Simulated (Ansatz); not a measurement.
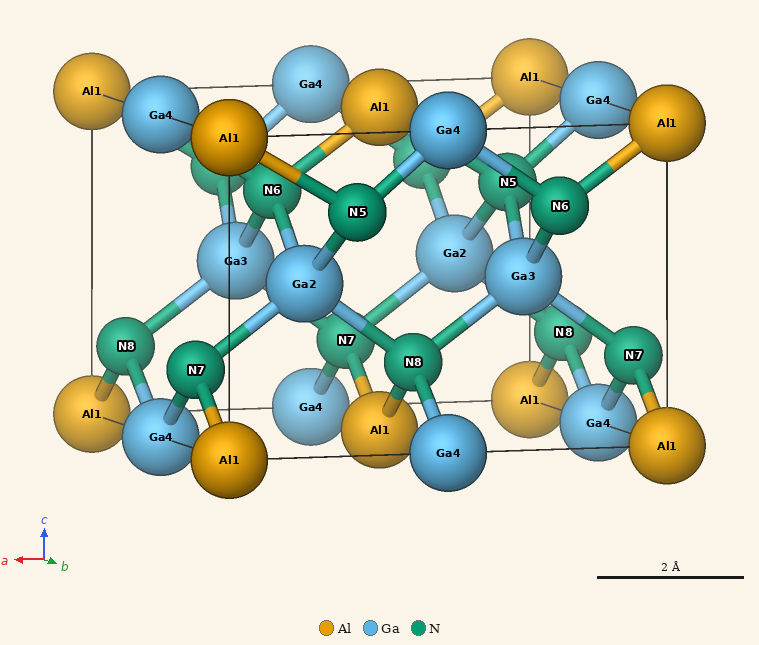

Figure 1. The structure as given in the input (ball-and-stick view of the cell 2 times as large as that of the calculation, set on its symmetry axes, seen at an oblique angle; atoms are numbered from 1 in the order of the input). An atom can appear more than once, as a periodic image.

## What a change does: single-point calculation on AlGa$_{3}$N$_{4}$

System: AlGa$_{3}$N$_{4}$ (Cm, 8 atoms in the cell).
Method of run A: DFT PBEsol, scalar-relativistic, plane waves, PAW, no spin polarisation (Ansatz 0.2.0).

The structure derives from a Materials Project entry. Text and figures count atoms from 1; the logs count them from 0 in places.

### The input, run A
```yaml
crystal:
  lattice:
    - [4.4676279261, 0.0, 0.0]
    - [0.0, 4.4676279261, 0.0]
    - [0.0, 0.0, 4.4676279261]
  atoms:
    - { symbol: Al, position: [0.0, 0.0, 0.0] }
    - { symbol: Ga, position: [0.5, 0.5, 0.0] }
    - { symbol: Ga, position: [0.5, 0.0, 0.5] }
    - { symbol: Ga, position: [0.0, 0.5, 0.5] }
    - { symbol: "N", position: [0.755030922, 0.707548894, 0.292451106] }
    - { symbol: "N", position: [0.755030922, 0.244969078, 0.755030922] }
    - { symbol: "N", position: [0.244969078, 0.755030922, 0.755030922] }
    - { symbol: "N", position: [0.244969078, 0.244969078, 0.244969078] }
basis:
  ecutwfc: 420
kpoints:
  mp_grid: { grid: [6, 6, 6] }
hamiltonian:
  xc: pbesol
scf:
  occupations: { method: gaussian, width: 0.05 }
output:
  forces: true
  stress: true
  eigenvalues: true
```

Command:
```bash
ansatz run input.yaml --threads 2 --pin off --max-ram 5120MiB --backend cpu --events-out ev --progress --plain --runs-dir out
```

Hardware: 2 threads of Intel Xeon @ 2.50GHz (Skylake/Cascade Lake), 189 GiB of memory available, shared host.

### Output, shortened to warnings, some set-up lines, iterations and results (run A)
```
Basis set: ecut = 420 eV, 1743 PW (Γ), exchange–correlation on 60×60×60 points (8 copies of the dense FFT grid, shifted against one another)
Symmetry: 2 space group operations
k-points: 68 of 216 (time reversal used)
Initial density: superposition of atomic densities (neutral atoms: chi_scale 0, normalization atom), corrected by the library's trained network
[...]
SCF iter   1: F=—  HF=-13273.560730 eV  |F-HF|=—  |Δ(HF+E_count)|=         —  Δρ=1.17e-2  dr2=1.20e-1  ethr=1.77e-3  ⟨swp⟩=6.5  Hψ=10856  notcnv=0
SCF iter   2: F=—  HF=-13273.526694 eV  |F-HF|=—  |Δ(HF+E_count)|=   3.40e-2  Δρ=1.85e-3  dr2=3.06e-3  ethr=1.94e-4  ⟨swp⟩=2.0  Hψ=4082  notcnv=0  defer=242
SCF iter   3: F=—  HF=-13273.526230 eV  |F-HF|=—  |Δ(HF+E_count)|=   4.64e-4  Δρ=8.86e-4  dr2=6.53e-4  ethr=4.93e-6  ⟨swp⟩=2.9  Hψ=4309  notcnv=0  defer=174
SCF iter   4: F=—  HF=-13273.526198 eV  |F-HF|=—  |Δ(HF+E_count)|=   3.22e-5  Δρ=1.98e-4  dr2=3.37e-5  ethr=1.05e-6  ⟨swp⟩=3.0  Hψ=4762  notcnv=0  defer=174
SCF iter   5: F=—  HF=-13273.526118 eV  |F-HF|=—  |Δ(HF+E_count)|=   8.04e-5  Δρ=1.12e-4  dr2=6.82e-6  ethr=5.44e-8  ⟨swp⟩=2.0  Hψ=4507  notcnv=0  defer=174
SCF iter   6: F=—  HF=-13273.526121 eV  |F-HF|=—  |Δ(HF+E_count)|=   3.06e-6  Δρ=1.53e-5  dr2=1.53e-7  ethr=1.10e-8  ⟨swp⟩=3.0  Hψ=4722  notcnv=0  defer=174
SCF iter   7: F=-13273.526121 eV  HF=-13273.526121 eV  |F-HF|=9.57e-9  |Δ(HF+E_count)|=   6.65e-8  Δρ=4.60e-6  dr2=1.63e-8  ethr=1.61e-10  ⟨swp⟩=8.7  Hψ=10296  notcnv=0
SCF 1 converged in 7 iterations: F = -13273.526121 eV  dr2 = 1.63e-8
SCF converged after 7 iterations
Free energy (F): -13273.526121 eV
Harris-Foulkes:  -13273.526121 eV  (|F-HF|=9.57e-9)
Internal energy: -13273.526121 eV  (E = F + TS)
E sigma→0 (E₀):  -13273.526121 eV
Fermi energy:    10.134488 eV
--- Per-component energies (eV) ---
  E_band       = -17.566718
  E_kinetic    = 899.536927
  E_local      = -6592.012913  (includes V_loc(G=0)·N_el)
  E_nonlocal   = 1482.203988
  E_hartree    = 3017.521086
  E_xc         = -484.209965
  E_vxc        = -509.615756  (∫ρ·V_xc dr)
  E_paw        = -6804.622516  (= ΣΔE_a)
  E_vpaw       = -1332.720970  (= ΣTr[D̂ρ^β])
  E_aug_tail   = 0.000181  (compensation charges beyond the density's cutoff)
  E_ewald      = -4794.663378
  E_core_change = 2.720468  (= ΣΔE_core)
  E_smearing   = -0.000000  (= −TS)
  E_closure    = -0.000000  (closes the sum)
  Σ components = -13273.526121   (vs F -13273.526121, Δ=0.00e0)
--- Forces (eV/Å), atoms counted from 1 ---
  atom   1  Al    -0.25490213    -0.57110117     0.57110117
  atom   2  Ga     0.10414959    -0.12758305     0.23196196
  atom   3  Ga     0.10414959    -0.23196196     0.12758305
  atom   4  Ga     2.61814474    -2.36390568     2.36390568
  atom   5  N     -2.57934450     4.41396848    -4.41396848
  atom   6  N     -0.02213398    -0.60897959     0.60897959
  atom   7  N      0.01497219     0.05803306     0.56848201
  atom   8  N      0.01497219    -0.56848201    -0.05803306
  max |Σ_I F_I| component: 1.19e-5 eV/Å
--- Stress (GPa, compression-positive) ---
        4.522069      -4.407407       4.407407
       -4.407410       2.502369      -2.822013
        4.407410      -2.822013       2.502369
  P = ⅓ Tr σ = 3.1756 GPa (31.756 kbar)
```

The input of run B differs as follows (lines with − go, lines with + come):
```diff
-    - { symbol: "N", position: [0.755030922, 0.707548894, 0.292451106] }
+    - { symbol: "N", position: [0.755030922, 0.80251295, 0.19748705] }
```

How does run B compare with run A?

With the same functional and potentials, run B lies 0.08 meV per atom higher. The gap on the mesh goes from 2.09 to 2.13 eV. The pressure goes from 3.18 to 2.93 GPa. The largest force goes from 6.754 to 6.917 eV/Å. The number of SCF iterations is the same.

### Output, shortened to warnings, some set-up lines, iterations and results (run B)
```
Basis set: ecut = 420 eV, 1743 PW (Γ), exchange–correlation on 60×60×60 points (8 copies of the dense FFT grid, shifted against one another)
Symmetry: 2 space group operations
k-points: 68 of 216 (time reversal used)
Initial density: superposition of atomic densities (neutral atoms: chi_scale 0, normalization atom), corrected by the library's trained network
[...]
SCF iter   1: F=—  HF=-13273.562803 eV  |F-HF|=—  |Δ(HF+E_count)|=         —  Δρ=1.22e-2  dr2=1.34e-1  ethr=1.77e-3  ⟨swp⟩=6.6  Hψ=10877  notcnv=0  defer=1
SCF iter   2: F=—  HF=-13273.525873 eV  |F-HF|=—  |Δ(HF+E_count)|=   3.69e-2  Δρ=1.89e-3  dr2=2.75e-3  ethr=2.15e-4  ⟨swp⟩=2.0  Hψ=4135  notcnv=0  defer=187
SCF iter   3: F=—  HF=-13273.525535 eV  |F-HF|=—  |Δ(HF+E_count)|=   3.38e-4  Δρ=9.05e-4  dr2=5.72e-4  ethr=4.43e-6  ⟨swp⟩=2.9  Hψ=4724  notcnv=0  defer=119
SCF iter   4: F=—  HF=-13273.525559 eV  |F-HF|=—  |Δ(HF+E_count)|=   2.43e-5  Δρ=3.62e-4  dr2=1.15e-4  ethr=9.22e-7  ⟨swp⟩=2.0  Hψ=4292  notcnv=0  defer=119
SCF iter   5: F=—  HF=-13273.525509 eV  |F-HF|=—  |Δ(HF+E_count)|=   5.05e-5  Δρ=1.08e-4  dr2=6.79e-6  ethr=1.86e-7  ⟨swp⟩=2.0  Hψ=4524  notcnv=0  defer=119
SCF iter   6: F=—  HF=-13273.525453 eV  |F-HF|=—  |Δ(HF+E_count)|=   5.58e-5  Δρ=2.73e-5  dr2=6.48e-7  ethr=1.10e-8  ⟨swp⟩=2.0  Hψ=4407  notcnv=0  defer=119
SCF iter   7: F=-13273.525453 eV  HF=-13273.525453 eV  |F-HF|=7.20e-9  |Δ(HF+E_count)|=   1.94e-7  Δρ=8.51e-6  dr2=4.89e-8  ethr=1.61e-10  ⟨swp⟩=8.1  Hψ=10959  notcnv=0
SCF 1 converged in 7 iterations: F = -13273.525453 eV  dr2 = 4.89e-8
SCF converged after 7 iterations
Free energy (F): -13273.525453 eV
Harris-Foulkes:  -13273.525453 eV  (|F-HF|=7.20e-9)
Internal energy: -13273.525453 eV  (E = F + TS)
E sigma→0 (E₀):  -13273.525453 eV
Fermi energy:    9.993429 eV
--- Per-component energies (eV) ---
  E_band       = -23.028899
  E_kinetic    = 899.798996
  E_local      = -6446.870063  (includes V_loc(G=0)·N_el)
  E_nonlocal   = 1483.202072
  E_hartree    = 2942.499450
  E_xc         = -483.721738
  E_vxc        = -508.908482  (∫ρ·V_xc dr)
  E_paw        = -6806.186886  (= ΣΔE_a)
  E_vpaw       = -1335.240710  (= ΣTr[D̂ρ^β])
  E_aug_tail   = 0.000169  (compensation charges beyond the density's cutoff)
  E_ewald      = -4864.967920
  E_core_change = 2.720468  (= ΣΔE_core)
  E_smearing   = -0.000000  (= −TS)
  E_closure    = 0.000000  (closes the sum)
  Σ components = -13273.525453   (vs F -13273.525453, Δ=0.00e0)
--- Forces (eV/Å), atoms counted from 1 ---
  atom   1  Al     2.78214793     2.45506984    -2.45506984
  atom   2  Ga     0.19075463     0.28927039    -0.07632312
  atom   3  Ga     0.19075463     0.07632312    -0.28927039
  atom   4  Ga    -0.23376924     0.50191327    -0.50191327
  atom   5  N     -2.97719992    -4.41513787     4.41513787
  atom   6  N      0.00954242     0.60540599    -0.60540599
  atom   7  N      0.01885382    -0.06424508    -0.55135846
  atom   8  N      0.01885382     0.55135846     0.06424508
  max |Σ_I F_I| component: 6.19e-5 eV/Å
--- Stress (GPa, compression-positive) ---
        4.985825       4.508334      -4.508334
        4.508356       1.905333      -3.412994
       -4.508356      -3.412994       1.905333
  P = ⅓ Tr σ = 2.9322 GPa (29.322 kbar)
```

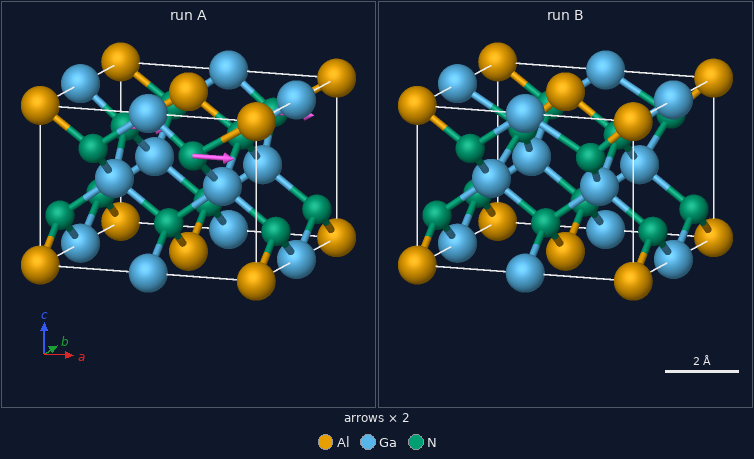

Figure 2. The two input geometries at one scale (ball-and-stick view of the cell 2 times as large as that of the calculation, set on its symmetry axes, seen slightly off an axis). The pink arrows on the first give the shifts of the atoms relative to the cell, magnified 2 times. The largest move is that of an N atom, 0.60 Å. Al and Ga stay in place. The lattice vectors keep their values. Among the contacts that change: Ga–N 1.708 → 2.202 Å, Al–N 2.148 → 1.660 Å, Ga–N 1.966 → 1.976 Å.

### The two runs side by side

| quantity | run A | run B |
| --- | --- | --- |
| outcome | converged | converged |
| free energy per atom (eV) | −1659.1908 | −1659.1907 |
| gap on the mesh (eV) | 2.09 | 2.13 |
| pressure (GPa) | 3.18 | 2.93 |
| largest force (eV/Å) | 6.754 | 6.917 |
| SCF iterations | 7 | 7 |
| irreducible k-points | 68 | 68 |
| plane waves at Γ | 1743 | 1743 |
| wall time (shared host) | 23 s | 21 s |
